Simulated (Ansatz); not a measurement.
## Single-point calculation, with input and output: BN (part 2 of 2)

BN (54 atoms in the cell); DFT PBE, scalar-relativistic, plane waves, PAW, no spin polarisation (Ansatz 0.2.0); cutoff 420 eV, 2×2×2 k-mesh, Gaussian smearing of 0.05 eV. The structure derives from a Materials Project entry.

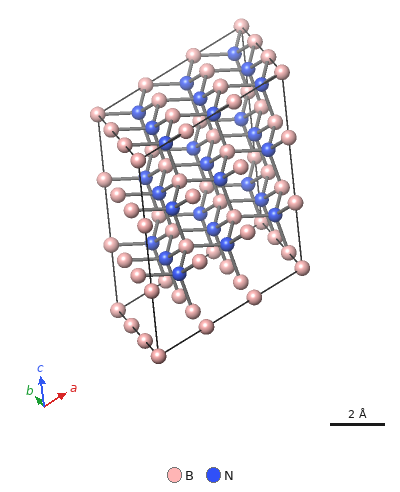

Figure 1. The structure as given in the input (ball-and-stick view of the cell of the calculation, seen slightly off an axis). An atom can appear more than once, as a periodic image.

### The program's output, continued
```
SCF iter   1: F=—  HF=-14641.335660 eV  |F-HF|=—  |Δ(HF+E_count)|=         —  Δρ=1.77e-3  dr2=6.35e-3  ethr=1.77e-3  ⟨swp⟩=5.0  Hψ=1925  notcnv=0  defer=96
preconditioner: auto → Resta (q_TF=auto, 2.553 Å⁻¹)  ε∞=4.0  [insulator: Δε(μ)=4.466 eV  Ē_g=17.675 eV  σ=0.050 eV  W_gap=1.00  n_scr=88 (ndim 8)  ℏωp=30.4 eV  f_vac=0.000  D(μ)=0.00/eV (n_scr^D=0)  ε∞_Penn≈4.0]
SCF iter   2: F=—  HF=-14641.338832 eV  |F-HF|=—  |Δ(HF+E_count)|=   3.17e-3  Δρ=8.75e-4  dr2=9.28e-4  ethr=2.94e-6  ⟨swp⟩=2.0  Hψ=854  notcnv=0  defer=108
SCF iter   3: F=—  HF=-14641.340399 eV  |F-HF|=—  |Δ(HF+E_count)|=   1.57e-3  Δρ=3.26e-4  dr2=1.74e-4  ethr=4.30e-7  ⟨swp⟩=2.0  Hψ=600  notcnv=0  defer=15
automatic band count: iteration 3 solves 125 bands in place of 162: the levels show a gap, and the empty bands left out lie too high to hold charge; the band table lists the bands solved (type scf.n_extra_bands for more)
SCF iter   4: F=—  HF=-14641.340634 eV  |F-HF|=—  |Δ(HF+E_count)|=   2.35e-4  Δρ=3.90e-5  dr2=1.98e-6  ethr=8.06e-8  ⟨swp⟩=2.3  Hψ=637  notcnv=0  defer=15
SCF iter   5: F=—  HF=-14641.340486 eV  |F-HF|=—  |Δ(HF+E_count)|=   1.48e-4  Δρ=3.42e-6  dr2=2.29e-8  ethr=4.63e-11  ⟨swp⟩=8.7  Hψ=1778  notcnv=0
SCF iter   6: F=-14641.340486 eV  HF=-14641.340486 eV  |F-HF|=5.71e-10  |Δ(HF+E_count)|=   2.93e-8  Δρ=4.07e-7  dr2=2.21e-10  ethr=1.06e-11  ⟨swp⟩=1.0  Hψ=1054  notcnv=0
SCF 1 converged in 6 iterations: F = -14641.340486 eV  dr2 = 2.21e-10
  greatest PAW one-centre occupation: 0.786 electrons in one spin orbital (limit 2), on the N atom at site 53 (counted from 0), in its partial waves of l = 0
SCF converged after 6 iterations
Free energy (F): -14641.340486 eV
Harris-Foulkes:  -14641.340486 eV  (|F-HF|=5.71e-10)
Internal energy: -14641.340486 eV  (E = F + TS)
E sigma→0 (E₀):  -14641.340486 eV
Fermi energy:    13.266241 eV
--- Per-component energies (eV) ---
  E_band       = 692.802340
  E_kinetic    = 4997.845192
  E_local      = -4758.112620  (includes V_loc(G=0)·N_el)
  E_nonlocal   = 1525.507664
  E_hartree    = 1332.760749
  E_xc         = -2519.465710
  E_vxc        = -3133.499020  (∫ρ·V_xc dr)
  E_paw        = -5572.853043  (= ΣΔE_a)
  E_vpaw       = -604.463332  (= ΣTr[D̂ρ^β])
  E_aug_tail   = 0.002772  (compensation charges beyond the density's cutoff)
  E_ewald      = -9647.025491
  E_smearing   = -0.000000  (= −TS)
  E_closure    = -0.000000  (closes the sum)
  Σ components = -14641.340486   (vs F -14641.340486, Δ=0.00e0)
--- Forces (eV/Å), atoms counted from 1 ---
  atom   1  B     -0.00000000     0.00000000    -0.00000000
  atom   2  B     -0.00000000     0.00000000    -0.00000000
  atom   3  B     -0.00000000     0.00000000    -0.00000000
  atom   4  B     -0.00000000     0.00000000    -0.00000000
  atom   5  B     -0.00000000     0.00000000    -0.00000000
  atom   6  B     -0.00000000     0.00000000    -0.00000000
  atom   7  B     -0.00000000     0.00000000     0.00000000
  atom   8  B     -0.00000000     0.00000000     0.00000000
  atom   9  B     -0.00000000     0.00000000     0.00000000
  atom  10  B     -0.00000000     0.00000000     0.00000000
  atom  11  B     -0.00000000     0.00000000     0.00000000
  atom  12  B     -0.00000000     0.00000000     0.00000000
  atom  13  B     -0.00000000     0.00000000     0.00000000
  atom  14  B     -0.00000000     0.00000000     0.00000000
  atom  15  B     -0.00000000     0.00000000     0.00000000
  atom  16  B     -0.00000000     0.00000000     0.00000000
  atom  17  B     -0.00000000     0.00000000     0.00000000
  atom  18  B     -0.00000000     0.00000000    -0.00000000
  atom  19  B     -0.00000000     0.00000000     0.00000000
  atom  20  B     -0.00000000     0.00000000     0.00000000
  atom  21  B     -0.00000000     0.00000000     0.00000000
  atom  22  B     -0.00000000     0.00000000    -0.00000000
  atom  23  B     -0.00000000     0.00000000    -0.00000000
  atom  24  B     -0.00000000     0.00000000     0.00000000
  atom  25  B     -0.00000000     0.00000000     0.00000000
  atom  26  B     -0.00000000     0.00000000     0.00000000
  atom  27  B     -0.00000000     0.00000000     0.00000000
  atom  28  N      0.00000000     0.00000000    -0.00000000
  atom  29  N      0.00000000     0.00000000     0.00000000
  atom  30  N      0.00000000     0.00000000     0.00000000
  atom  31  N      0.00000000     0.00000000    -0.00000000
  atom  32  N      0.00000000    -0.00000000    -0.00000000
  atom  33  N      0.00000000    -0.00000000    -0.00000000
  atom  34  N      0.00000000    -0.00000000    -0.00000000
  atom  35  N      0.00000000     0.00000000    -0.00000000
  atom  36  N      0.00000000     0.00000000     0.00000000
  atom  37  N      0.00000000    -0.00000000     0.00000000
  atom  38  N      0.00000000     0.00000000    -0.00000000
  atom  39  N      0.00000000    -0.00000000    -0.00000000
  atom  40  N      0.00000000    -0.00000000    -0.00000000
  atom  41  N      0.00000000     0.00000000     0.00000000
  atom  42  N      0.00000000     0.00000000     0.00000000
  atom  43  N      0.00000000    -0.00000000     0.00000000
  atom  44  N      0.00000000     0.00000000     0.00000000
  atom  45  N      0.00000000    -0.00000000     0.00000000
  atom  46  N      0.00000000    -0.00000000     0.00000000
  atom  47  N      0.00000000    -0.00000000     0.00000000
  atom  48  N      0.00000000     0.00000000     0.00000000
  atom  49  N      0.00000000    -0.00000000     0.00000000
  atom  50  N      0.00000000    -0.00000000     0.00000000
  atom  51  N      0.00000000     0.00000000    -0.00000000
  atom  52  N      0.00000000     0.00000000    -0.00000000
  atom  53  N      0.00000000     0.00000000     0.00000000
  atom  54  N      0.00000000    -0.00000000     0.00000000
  max |Σ_I F_I| component: 1.28e-15 eV/Å
--- Band table (eV) ---
  k-point 0: bands = ["-9.0933", "-6.5808", "-6.5808", "-6.5808", "-6.5808", "-6.5808", "-6.5808", "-6.5808", "-6.5808", "-5.7660", "-5.7660", "-5.7660", "-5.7660", "-5.7660", "-5.7660", "-3.7998", "-3.7998", "-3.7998", "-3.7998", "-3.7998", "-3.7998", "-3.7998", "-3.7998", "-3.7998", "-3.7998", "-3.7998", "-3.7998", "2.6987", "2.6987", "2.6987", "2.6987", "2.6987", "2.6987", "2.6987", "2.6987", "2.6987", "2.6987", "2.6987", "2.6987", "3.2227", "3.2227", "3.2227", "3.2227", "3.2227", "3.2227", "3.2227", "3.2227", "3.7207", "3.7207", "3.7207", "3.7207", "3.7207", "3.7207", "3.7207", "3.7207", "3.7207", "3.7207", "3.7207", "3.7207", "5.0016", "5.0016", "5.0016", "5.0016", "5.0016", "5.0016", "7.0424", "7.0424", "7.0424", "7.0424", "7.0424", "7.0424", "7.0424", "7.0424", "7.0424", "7.0424", "7.0424", "7.0424", "7.5802", "7.5802", "7.5802", "7.5802", "7.5802", "7.5802", "7.5802", "7.5802", "7.5802", "7.5802", "7.5802", "7.5802", "9.4895", "9.4895", "9.4895", "9.4895", "9.4895", "9.4895", "9.4895", "9.4895", "9.4895", "9.4895", "9.4895", "9.4895", "9.4895", "9.4895", "9.4895", "9.4895", "11.0364", "11.0364", "11.0364", "16.7206", "16.7206", "16.7206", "16.7206", "16.7206", "16.7206", "18.8556", "18.8556", "18.8556", "18.8556", "18.8556", "18.8556", "18.8556", "18.8556", "18.8556", "18.8556", "18.8556"]
  k-point 1: bands = ["-8.4282", "-8.4282", "-6.7478", "-6.7478", "-6.7478", "-6.7478", "-6.7478", "-6.7478", "-5.3463", "-5.3463", "-5.3463", "-5.3463", "-5.3463", "-5.3463", "-4.9170", "-4.1076", "-4.1076", "-4.1076", "-4.1076", "-4.1076", "-4.1076", "-3.7903", "-3.7903", "-3.7903", "-3.7903", "-3.7903", "-3.7903", "0.4281", "2.1512", "2.1512", "2.1512", "2.1512", "2.1512", "2.1512", "2.3242", "2.3242", "2.3242", "2.3242", "2.3242", "2.3242", "2.9636", "2.9636", "2.9636", "2.9636", "2.9636", "2.9636", "4.9926", "4.9926", "4.9926", "4.9926", "4.9926", "4.9926", "5.0207", "5.0207", "5.0207", "5.0207", "5.0207", "5.0207", "5.1576", "5.1576", "5.1576", "5.1576", "5.1576", "5.1576", "6.5843", "6.5843", "6.5843", "6.5843", "6.5843", "6.5843", "6.7573", "6.7573", "6.7573", "6.7573", "6.7573", "6.7573", "6.8028", "6.8028", "6.8028", "6.8028", "6.8028", "6.8028", "8.0447", "8.0447", "8.2925", "8.2925", "8.2925", "8.2925", "8.2925", "8.2925", "8.5673", "8.5673", "8.5673", "8.5673", "8.5673", "8.5673", "8.9992", "8.9992", "8.9992", "8.9992", "8.9992", "8.9992", "9.1125", "9.1125", "10.4232", "10.4232", "10.4232", "10.4232", "17.2526", "17.2526", "17.2526", "17.2526", "17.2526", "17.2526", "19.0941", "19.0941", "19.0941", "19.0941", "19.0941", "19.0941", "20.2990", "20.2990", "20.4974", "20.4974", "20.4974"]
  k-point 2: bands = ["-8.2083", "-8.2083", "-7.3607", "-7.3607", "-7.3607", "-7.3607", "-5.1080", "-5.1080", "-5.1080", "-5.1080", "-5.1080", "-5.1080", "-5.1080", "-5.1080", "-4.7392", "-4.7392", "-4.7392", "-4.7392", "-4.7392", "-4.7392", "-4.7392", "-4.7392", "-3.5628", "-3.3405", "-3.3405", "-3.3405", "-3.3405", "1.3804", "1.3804", "1.3804", "1.3804", "1.3804", "1.3804", "1.3804", "1.3804", "2.1774", "2.8978", "2.8978", "2.8978", "2.8978", "3.6385", "3.6385", "3.6385", "3.6385", "3.6385", "3.6385", "3.6385", "3.6385", "4.8964", "4.8964", "4.8964", "4.8964", "4.9471", "4.9471", "4.9471", "4.9471", "5.6426", "5.6426", "5.6426", "5.6426", "5.6426", "5.6426", "5.6426", "5.6426", "6.0624", "6.0624", "6.0624", "6.0624", "6.1762", "6.1762", "7.3420", "7.3420", "7.3420", "7.3420", "7.3420", "7.3420", "7.3420", "7.3420", "7.5289", "7.5289", "7.5289", "7.5289", "7.5289", "7.5289", "7.5289", "7.5289", "7.7440", "7.7440", "7.7440", "7.7440", "8.1806", "8.1806", "8.1806", "8.1806", "8.1806", "8.1806", "8.1806", "8.1806", "8.9706", "8.9706", "9.3060", "9.3060", "9.3060", "9.3060", "10.1884", "10.1884", "10.1884", "10.1884", "15.4961", "18.7553", "18.7553", "18.7799", "18.7799", "18.7799", "18.7799", "19.7721", "19.7721", "19.7721", "19.7721", "19.7721", "19.7721", "19.7721", "19.7721", "19.8591", "19.8591"]
```

### Key numbers

- outcome: converged
- space group (tolerance 0.01 Å): F-43m (216)
- electrons treated: 216
- free energy: −14641.3405 eV
- Fermi energy: 13.266 eV
- gap on the k-point mesh: 4.46 eV
- largest force (length of the vector): under 0.001 eV/Å
- hardware: 4 threads of Intel Xeon @ 2.50GHz (Skylake/Cascade Lake), 189 GiB of memory available, shared host
- wall time: 3.9 s (CPU time 13 s)
- peak memory: 1.1 GiB

The program warns: the structure was made exactly symmetric.
